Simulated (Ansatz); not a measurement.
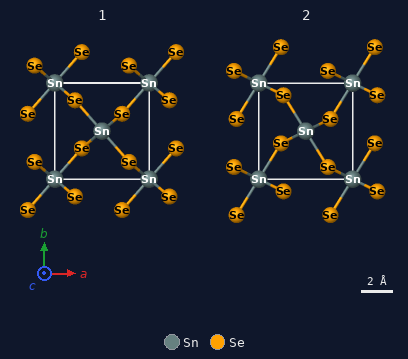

Two geometries of a crystal of SnSe$_{2}$ (built on the MgF2-58 type type), drawn at one scale. One is the start of a relaxation, the other its converged end. A ball-and-stick model of the cell of the calculation, seen along the c axis.

These are results of DFT, PBEsol, plane waves, PAW (Ansatz 0.2.0), not measurements. Set-up: plane-wave cutoff 420 eV; k-point mesh 4 × 4 × 6; occupations fermi dirac; smearing width 0.03 eV; no spin polarisation; cell and atoms relaxed; force threshold 0.01 eV/Å; at most 120 steps.

Q: Which of the two is the end point?

A: Structure 2 is the relaxed one. The largest moves relative to the cell, 0.46 Å, are those of Se atoms. Sn stays in place. The volume changes by −5.9 %, with a 6.251 → 6.213 Å (−0.6 %), b 6.373 → 6.365 Å (−0.1 %), c 4.162 → 3.944 Å (−5.2 %). Among the contacts that change: Se–Se 4.245 → 3.353 Å, Se–Sn 2.712 → 2.794 Å, Se–Sn 2.727 → 2.687 Å. Bond angles that change, for instance: Sn–Se–Sn 99.5° → 94.4°, Se–Sn–Se 80.5° → 85.6°, Se–Sn–Se 99.5° → 94.4°. The space group stays Pnnm (No. 58). Over 7 accepted moves (9 points after the start) the energy falls by 0.286 eV per cell of the calculation. The largest force component goes from 0.22 to 0.0018 eV/Å. The pressure goes from −1.30 to 0.00 GPa. The line search rejected the trial step at point 3 of the run. The SCF was repeated once at an unchanged geometry on a basis and grid sized afresh for the cell, which shifted the energy by 1.8 meV per cell of the calculation at most. The run took 55 s on 2 threads of AMD EPYC 7R13 Processor (Zen 3), on a shared host, peak memory 0.76 GiB.
